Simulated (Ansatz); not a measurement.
CoSi

```
CELL_PARAMETERS angstrom
0.00000 0.00000 -4.43085
0.00000 4.43085 0.00000
9.11170 0.00000 0.00000
ATOMIC_POSITIONS crystal
Co 0.60498 0.14502 0.31366
Co 0.60498 0.14502 0.82738
Co 0.10498 0.85498 0.41576
Co 0.10498 0.85498 0.92948
Co 0.89502 0.35498 0.58424
Co 0.89502 0.35498 0.07052
Co 0.39502 0.64502 0.68634
Co 0.39502 0.64502 0.17262
Si 0.90684 0.84316 0.68059
Si 0.90684 0.84316 0.16687
Si 0.40684 0.15684 0.58999
Si 0.40684 0.15684 0.07627
Si 0.59316 0.65684 0.41001
Si 0.59316 0.65684 0.92373
Si 0.09316 0.34316 0.31941
Si 0.09316 0.34316 0.83313
```

Space group P2₁; not relaxed (largest force 1.0 eV/Å); computed pressure about −5 GPa in this cell; computed without spin polarisation.

Computed with DFT PBE, scalar-relativistic, plane waves, PAW in Ansatz 0.2.0.

Core electrons are frozen (PAW), and the valence fields are smoothed inside the atomic spheres.

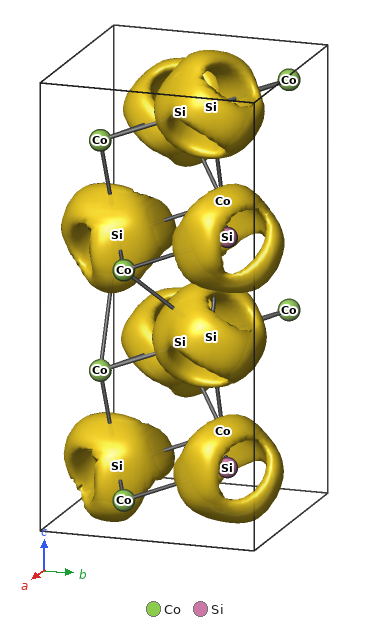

Figure 1. Isosurface of the electron localisation function at 0.6 (yellow), seen slightly off an axis. Only the valence region is drawn (cores and ρ < 0.01 e/Å³ removed). Sticks mark near contacts.

**Identify the bonds, lone pairs and shells in this picture.**

The ELF exceeds this value in eight regions wrapped around Si (the valence shell of each), counted in one cell of 16 atoms. Any copies at cell faces, edges or corners count once. Along the contacts the grid gives the following. Co–Si (2.32 Å): the ELF peaks at about 0.65 in the valence shell of Si, 0.9 Å from its nucleus, and is about 0.45 at the midpoint. Co–Si (2.43 Å): the ELF peaks at about 0.70 in the valence shell of Si, 0.9 Å from its nucleus, and is about 0.50 at the midpoint.

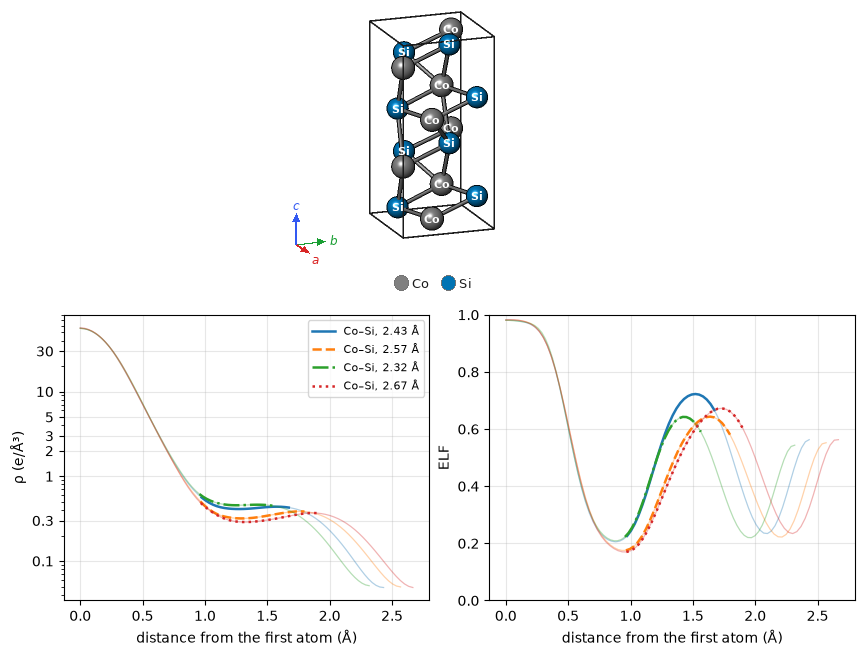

Figure 2. Valence charge density (pseudo) and electron localisation function along straight lines between neighbouring atoms. Thin, pale parts lie inside the atomic spheres. The structure is drawn too.

**What can be read from the curves?**

Co–Si (2.43 Å): the density is about 0.41 e/Å³ at the midpoint; the ELF peaks at about 0.70 in the valence shell of Si, 0.9 Å from its nucleus, and is about 0.50 at the midpoint.
Co–Si (2.57 Å): the density is about 0.32 e/Å³ at the midpoint; the ELF peaks at about 0.65 in the valence shell of Si, 0.9 Å from its nucleus, and is about 0.40 at the midpoint.
Co–Si (2.32 Å): the density is about 0.46 e/Å³ at the midpoint; the ELF peaks at about 0.65 in the valence shell of Si, 0.9 Å from its nucleus, and is about 0.45 at the midpoint.
Co–Si (2.67 Å): the density is about 0.29 e/Å³ at the midpoint; the ELF peaks at about 0.65 in the valence shell of Si, 0.9 Å from its nucleus, and is about 0.45 at the midpoint.

**Metal or insulator at this level of theory?**

It is gapless in this calculation (a metal or semimetal).
